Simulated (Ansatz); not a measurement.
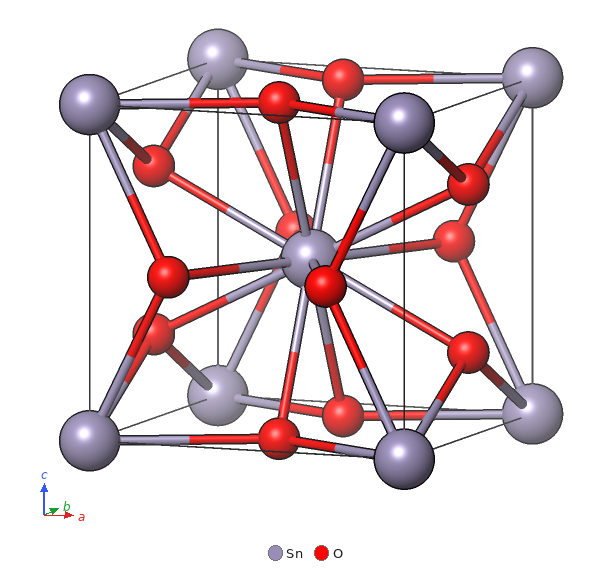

A ball-and-stick rendering, viewed slightly off an axis. One conventional unit cell is framed, with atoms on its boundary repeated. Cell: a = 4.22 Å, b = 4.22 Å, c = 4.22 Å, α = 90.00°, β = 90.00°, γ = 90.00°.

The structure comes from a structure type filled with these elements by a generator (whether the compound takes this form wasn't checked). Earlier steps of the study may have refined or changed the cell and positions. It went into a calculation with Ansatz.

> Describe the arrangement of the atoms.

Chemical formula SnO$_{3}$. The symmetry is that of Pm-3n (No. 223), on a primitive cubic lattice. The structure is of the kind named Cr₃Si (A15) type. Content of the cell: 2 Sn, 6 O (Z = 2). Around each Sn lie twelve O at about 2.4 Å. O bonds to four Sn in a distorted tetrahedral arrangement at about 2.4 Å. The bonds build a three-dimensional framework.

Computational set-up: Ansatz, DFT PBE, scalar-relativistic, plane waves, PAW, a cutoff energy of 420 eV, a 10×10×10 k-point grid, Gaussian smearing of 0.1 eV, no spin polarisation.

> What is the electronic character?

A metal: bands cross the Fermi level.

> What charge does Bader's analysis assign to each element?

Sn +2.44 e; O -0.81 e.

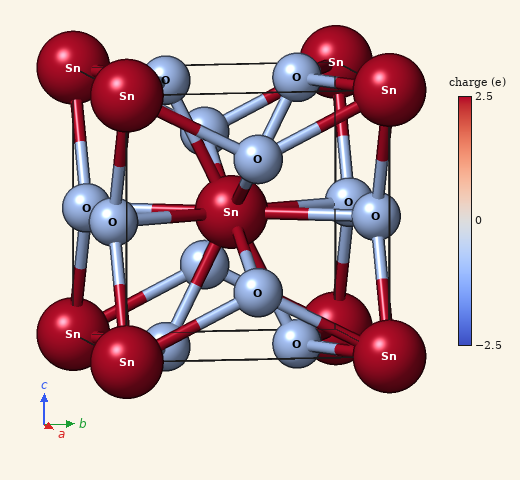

The atoms coloured by those charges. The run's cell of 8 atoms is drawn.

> Is this an equilibrium geometry for the method given?

Yes. All forces vanish to within 0.01 eV/Å. The pressure is 0.0 GPa, close to zero.
